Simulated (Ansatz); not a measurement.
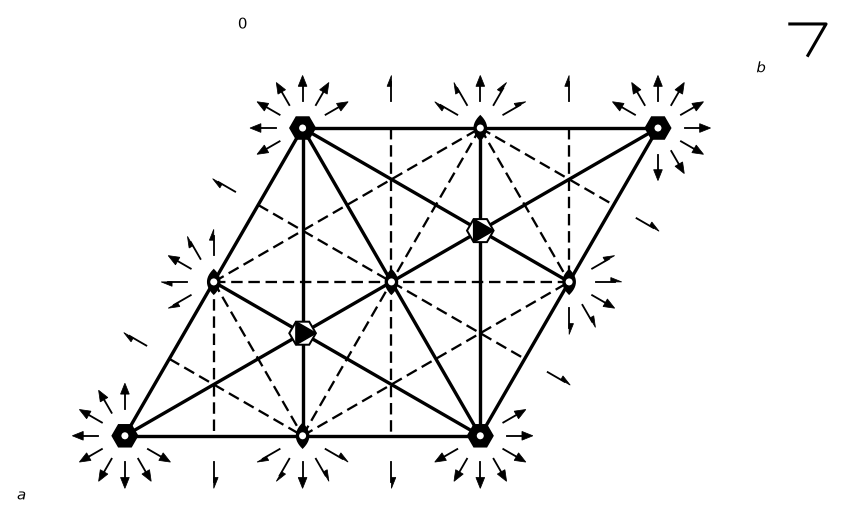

Symmetry elements of a space group, projected down c, computed from the operations of a computed or model structure of composition Ta, which need not be its known form.

Graphical symbols as in the International Tables (origin upper left, heights as fractions; handed screw axes are marked by their printed symbols).

### Give the Hermann–Mauguin symbol and number.

P6/mmm, No. 191; primitive hexagonal, point group 6/mmm, 24 general positions a cell.

### List the elements shown.

−6 axes along c at (1/3, 2/3), (2/3, 1/3); 6 axes along c at (0, 0); 2 axes along c at (0, 1/2), (1/2, 0), (1/2, 1/2); inversion centres at (0, 0), (0, 1/2), (1/2, 0), (1/2, 1/2); mirror planes holding c and [1 1 0] or [1 2 0] or [2 1 0] or [−1 1 0]; in-plane glide planes holding c and [1 1 0] or [1 2 0] or [2 1 0] or [−1 1 0]; mirror planes normal to a*, at x = 0; b glide planes normal to a*, at x = 1/2; mirror planes normal to b*, at y = 0; a glide planes normal to b*, at y = 1/2; a mirror plane normal to c at height 0; 2 axes along [1 1 0] at height 0; 2 axes along [1 2 0] at height 0; 2 axes along [2 1 0] at height 0; 2 axes along [−1 1 0] at height 0; 2 axes along a at height 0; 2 axes along b at height 0; 2₁ axes along [1 1 0] at height 0; 2₁ axes along [1 2 0] at height 0; 2₁ axes along [2 1 0] at height 0; 2₁ axes along [−1 1 0] at height 0; 2₁ axes along a at height 0; 2₁ axes along b at height 0. Heights repeat every half period; positions are (a, b) fractions, modulo 1.

### Write the general positions (in any order).

x, y, z
−x, −y, −z
x−y, x, z
−x+y, −x, −z
−y, x−y, z
y, −x+y, −z
−x, −y, z
x, y, −z
−x+y, −x, z
x−y, x, −z
y, −x+y, z
−y, x−y, −z
−y, −x, −z
y, x, z
−x, −x+y, −z
x, x−y, z
−x+y, y, −z
x−y, −y, z
y, x, −z
−y, −x, z
x, x−y, −z
−x, −x+y, z
x−y, −y, −z
−x+y, y, z
